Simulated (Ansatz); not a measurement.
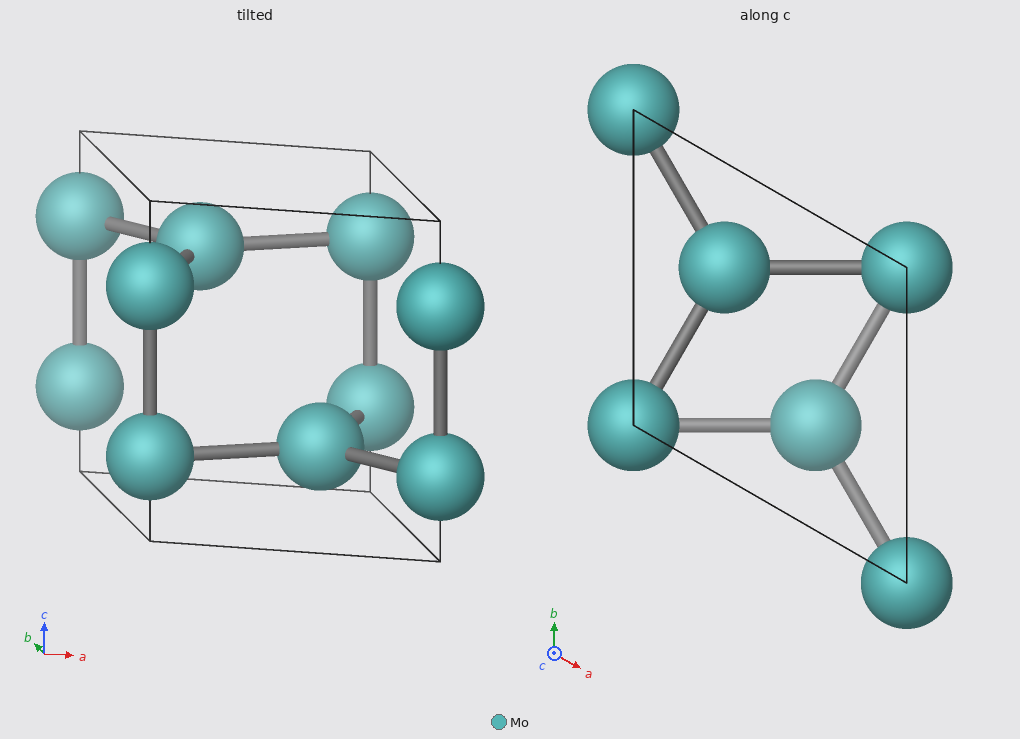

Ball-and-stick representation of a periodic structure, projected slightly off an axis and along the c axis. One conventional unit cell is framed, with atoms on its boundary repeated. Cell: a = 4.262 Å, b = 4.262 Å, c = 4.928 Å, α = 90.00°, β = 90.00°, γ = 120.00°.

Give a description of the structure.

The element is molybdenum. It belongs to space group P6_3/mmc (No. 194) and has a primitive hexagonal lattice. The cell holds four atoms. Mo takes two kinds of site: 2b with five Mo in a trigonal bipyramidal arrangement at about 2.5 Å; 2d with three Mo in a trigonal planar arrangement at about 2.5 Å. The bonds build a three-dimensional framework.

The structure comes from a textbook structure type filled with this element (whether it is the usual form wasn't checked). Relaxation method: DFT PBE, scalar-relativistic, plane waves, PAW in Ansatz.
